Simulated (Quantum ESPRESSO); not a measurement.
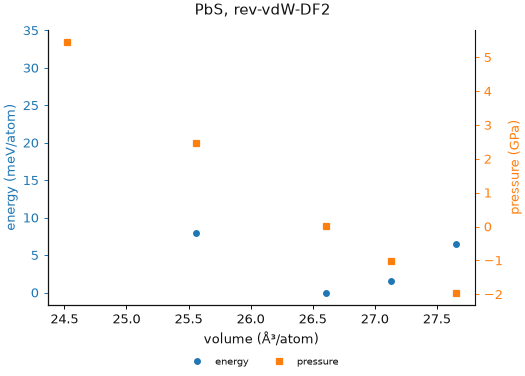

The picture above shows the energy and pressure against volume for PbS, space group Fm-3m (No. 225).

Structure:
```
Pb S
1.0
     0.00000    2.96575    2.96575
     2.96575    0.00000    2.96575
     2.96575    2.96575    0.00000
Pb S
1 1
Direct
  0.00000 0.00000 0.00000
  0.50000 0.50000 0.50000
```

Computed with Quantum ESPRESSO 7.5: plane-wave DFT, no spin polarisation; energies at scaled volumes of the given cell, shape and fractions fixed, counted from the fit's minimum, third-order Birch-Murnaghan fit. Level: rev-vdW-DF2.

- k mesh: 8×8×8
- occupations: Fermi–Dirac
- smearing width: 0.05 eV
- potentials: PseudoDojo 0.4.1 SR PBE standard
- wave cutoff: 761.9 eV
- density cutoff: 3048 eV

The points at volume 25.04 Å³/atom and 26.09 Å³/atom are left out of the plot. What values does the calculation give there?

| volume (Å³/atom) | energy (meV/atom) | pressure (GPa) |
| --- | --- | --- |
| 25.04 | 18.26 | 3.89 |
| 26.09 | 1.98 | 1.19 |

Caveats: potentials made for another functional; spin-orbit coupling left out, heavy elements.
